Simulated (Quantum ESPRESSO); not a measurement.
# Energy of ZrS₂ along an even scaling of the cell

System: ZrS₂ (P-3m1, 3 atoms in the cell).
Method: Kohn-Sham DFT of a periodic cell, LDA, PseudoDojo 0.4.1 SR LDA standard, no spin polarisation (Quantum ESPRESSO 7.5).

The 7 runs differ only in the geometry, by an even scaling of the cell at fixed fractional positions. The structure derives from a Materials Project entry.

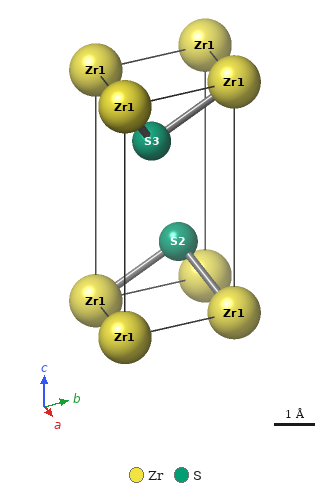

Figure 1. The structure of run 4 (ball-and-stick view of the cell of the calculation, seen slightly off an axis; atoms are numbered from 1 in the order of the input).

### Input of run 4
```
&CONTROL
  calculation = 'scf'
  prefix = 'pwscf'
  outdir = './tmp'
  pseudo_dir = './pseudo'
  tprnfor = .true.
  tstress = .true.
  disk_io = 'nowf'
/
&SYSTEM
  ibrav = 0
  nat = 3
  ntyp = 2
  ecutwfc = 70
  nbnd = 19
  occupations = 'smearing'
  smearing = 'fd'
  degauss = 0.00367493
/
&ELECTRONS
  conv_thr = 6d-10
  electron_maxstep = 120
  mixing_beta = 0.5
/
ATOMIC_SPECIES
Zr    91.2240 Zr.upf
S     32.0600 S.upf
CELL_PARAMETERS angstrom
   3.6913825498    0.0000000000    0.0000000000
  -1.8456912749    3.1968310632    0.0000000000
   0.0000000000    0.0000000000    6.0410770100
ATOMIC_POSITIONS crystal
Zr     0.0000000000    0.0000000000    0.0000000000
S      0.3333333333    0.6666666667    0.2379099700
S      0.6666666667    0.3333333333    0.7620900300
K_POINTS automatic
8 8 5 0 0 0
```

Command:
```bash
OMP_NUM_THREADS=1 pw.x -in pw.in > pw.out
```

Run 3 differs from it as follows:
```diff
-   3.6913825498    0.0000000000    0.0000000000
-  -1.8456912749    3.1968310632    0.0000000000
-   0.0000000000    0.0000000000    6.0410770100
+   3.6666074238    0.0000000000    0.0000000000
+  -1.8333037119    3.1753751747    0.0000000000
+   0.0000000000    0.0000000000    6.0005316473
```

### Results, with one run withheld

```csv
run,volume per atom (Å³),"free energy per atom, from the lowest run given (meV)",pressure (GPa),gap on the mesh (eV)
1,22.337,0.34,1.18,0.89
2,22.813,0.00,−0.92,0.91
3,23.288,?,?,?
4,23.763,16.46,−4.51,0.93
5,24.238,32.12,−6.03,0.94
6,24.714,52.07,−7.40,0.95
7,25.189,75.87,−8.63,0.96
```

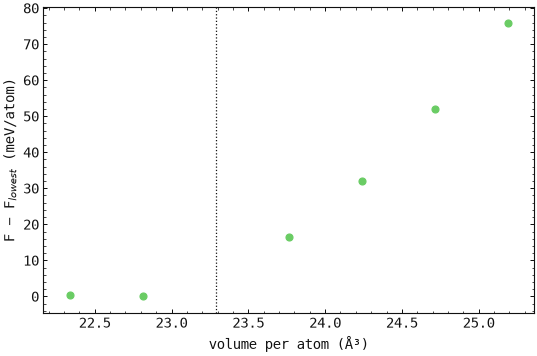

Figure 2. Free energy per atom of the runs given; the dotted line marks run 3.

Fit the runs given and predict run 3.

A cubic polynomial in V^(−2/3) (the Birch–Murnaghan form), fitted to the 6 runs given, misses them by at most 0.01 meV per atom. With x = V^(−2/3) − 0.12084 Å⁻², it reads F = 17.686 − 8570.7 x + 1.001e+06 x² + 5.2373e+05 x³ (meV per atom). At run 3 it gives 5.58 meV per atom, and the run itself gives 5.57. The slope of the fit gives a pressure −dF/dV of −2.81 GPa there, and the run prints −2.81 GPa. The fit has its minimum at 22.598 Å³ per atom, where V d²F/dV² gives 99.4 GPa. Cell shape and fractional positions are held, so this is the stiffness under even scaling; the relaxed bulk modulus wasn't computed and can be far lower in a crystal of layers, chains or molecules like this one. The gap on the mesh goes, without turning, from 0.89 eV in run 1 to 0.96 eV in run 7; run 3 has 0.92 eV. These are gaps of this functional on this mesh, which can miss the band edges; they aren't the measured gap.

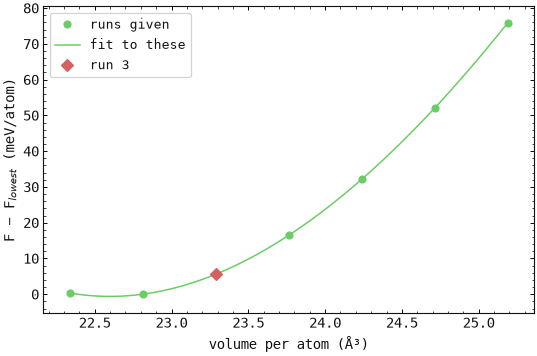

Figure 3. The fit and the withheld run.

### Some lines of the output (run 3)
```
[...]
     total energy              =    -145.89928244 Ry
     total energy              =    -145.92766699 Ry
     total energy              =    -145.94301534 Ry
     total energy              =    -145.94568812 Ry
     total energy              =    -145.94575355 Ry
     total energy              =    -145.94577441 Ry
     total energy              =    -145.94577551 Ry
     total energy              =    -145.94577556 Ry
     total energy              =    -145.94577558 Ry
     the Fermi energy is     6.9782 ev
!    total energy              =    -145.94577558 Ry
     The total energy is F=E-TS. E is the sum of the following terms:
     Computing stress (Cartesian axis) and pressure
          total   stress  (Ry/bohr**3)                   (kbar)     P=      -28.07
```
